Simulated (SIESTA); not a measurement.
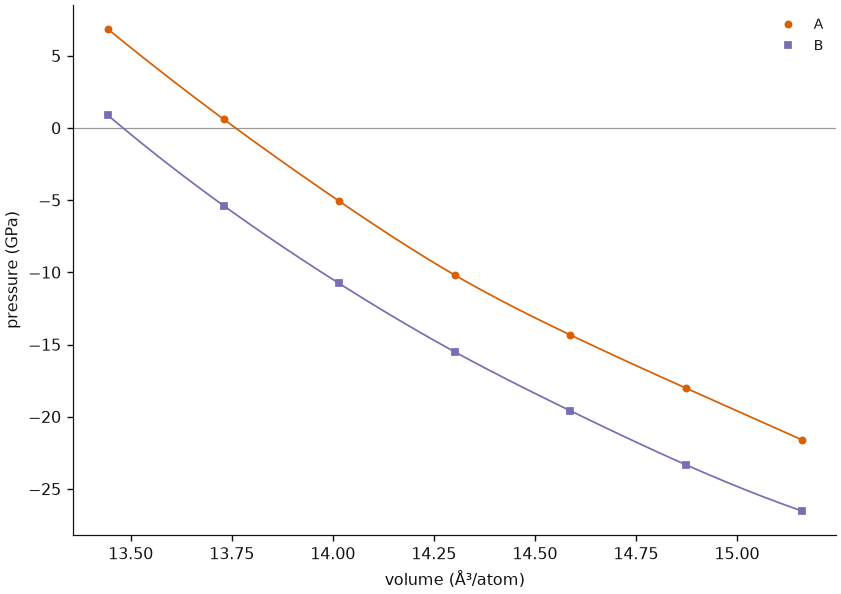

Plotted: pressure against volume, with one curve for each functional, for Rh (space group P6_3/mmc). The labels are replaced by letters. In alphabetical order the cases are: LDA; PBEsol.

Computed with SIESTA 5.4.2: DFT in numerical atomic orbitals with pseudopotentials, no spin polarisation; energies at scaled volumes of the given cell, shape and fractions fixed, counted from the fit's minimum, third-order Birch-Murnaghan fit. All runs: no spin polarisation.

```
       setting                                                                     value
        k mesh                                                                   11×11×6
   occupations                                                               Fermi–Dirac
smearing width                                                                   0.05 eV
    potentials  PseudoDojo 0.4 standard, converted to PSML, two zetas on semicore shells
```

> Which letter stands for which functional?

A: PBEsol; B: LDA.

Note: the fit and the printed pressures don't fully agree, or the minimum lies near the end of the range (LDA); mulliken charges of long orbitals; shape and atomic fractions are frozen while scaling, which makes layered, chain and framework solids too stiff.
